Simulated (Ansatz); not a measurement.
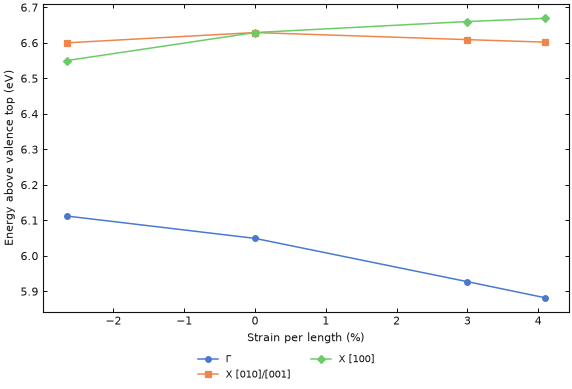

Lowest conduction level at each named k point, counted from the valence-band top at Γ.

System: zincblende LiCl, space group F-43m, 2 atoms in the primitive cell, relaxed with r2SCAN; unstrained, cubic a = 5.466 Å. The cell is strained along x with the other two lengths held; symmetry fixes the atoms. Points keep the names of the unstrained cell; those that the strain makes unlike carry their directions on the cubic axes x, y, z. Level of theory: PBE, Ansatz PAW set, no spin polarisation, no spin-orbit coupling, 8×8×8 k mesh, 420 eV cutoff; code Ansatz 0.2.0.

### How does the strain split the X points of the conduction band?

Unstrained, the X points are equivalent. At +4.09 % the lowest conduction level is 6.60 eV at X [010]/[001] and 6.67 eV at X [100] above the valence top, a splitting of 0.07 eV, or 16 meV for each 1 % of strain on average.

### Which of these conduction levels is lowest, and does that change?

The lowest is the one at Γ, over the whole range, so among these points the gap stays direct.

The values:
| strain | Γ (eV) | X [010]/[001] (eV) | X [100] (eV) |
| --- | --- | --- | --- |
| −2.66 % | 6.11 | 6.60 | 6.55 |
| 0 % | 6.05 | 6.63 | 6.63 |
| +3 % | 5.93 | 6.61 | 6.66 |
| +4.09 % | 5.88 | 6.60 | 6.67 |

The strain splits the threefold valence top at Γ, and levels count from its highest part. LDA, GGA and most meta-GGA functionals understate gaps. The usual form of LiCl is rocksalt.
